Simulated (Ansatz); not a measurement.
Geometry optimisation.

Program: Ansatz.

```
crystal:
  lattice:
    - [2.6496387389, 0.0, 0.0]
    - [0.0, 2.6496387389, 0.0]
    - [0.0, 0.0, 0.98049292]
  atoms:
    - { symbol: H, position: [0.0, 0.0, 0.5] }
basis:
  ecutwfc: 160
  precision: f64
kpoints:
  mp_grid: { grid: [4, 4, 8] }
hamiltonian:
  xc: pbesol
scf:
  occupations: { method: gaussian, width: "0.02 Ry" }
  max_iter: 8
  convergence: { dr2_threshold: "1e-17 eV" }
output:
  forces: true
  stress: true
  eigenvalues: true
relax:
  adjacent_minimum: "off"
  f_tol: 0.03
  max_steps: 30
  cell: { p_target: 20 }
```

Command:
```bash
ansatz run input.yaml --threads 1 --pin off --max-ram 1331MiB --backend cpu --events-out ev --progress --plain --runs-dir out
```

### How does the optimisation go?

It had not finished: it stopped at geometry 8. The energy fell by about 260 meV/atom from the first step to the last, with a rise at step 7. The target is 20 GPa, so the enthalpy and not the energy is minimised. All forces vanish by symmetry, so only the cell moves. The volume shrinks from 6.9 to 3.7 Å³ per atom (−47 %).

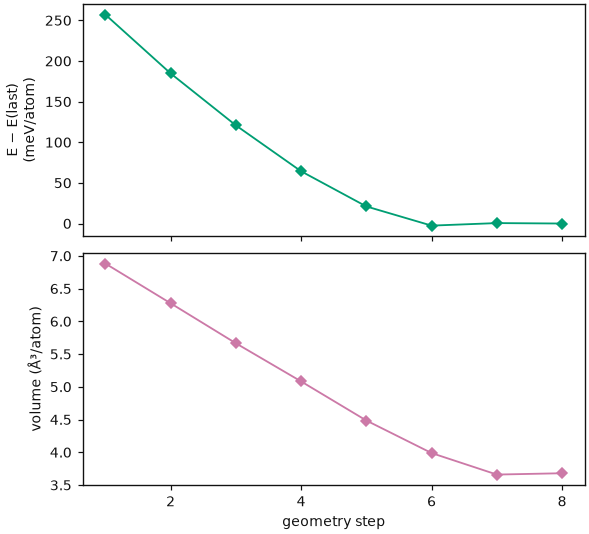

History of the run, step by step. Atoms and cell relax.
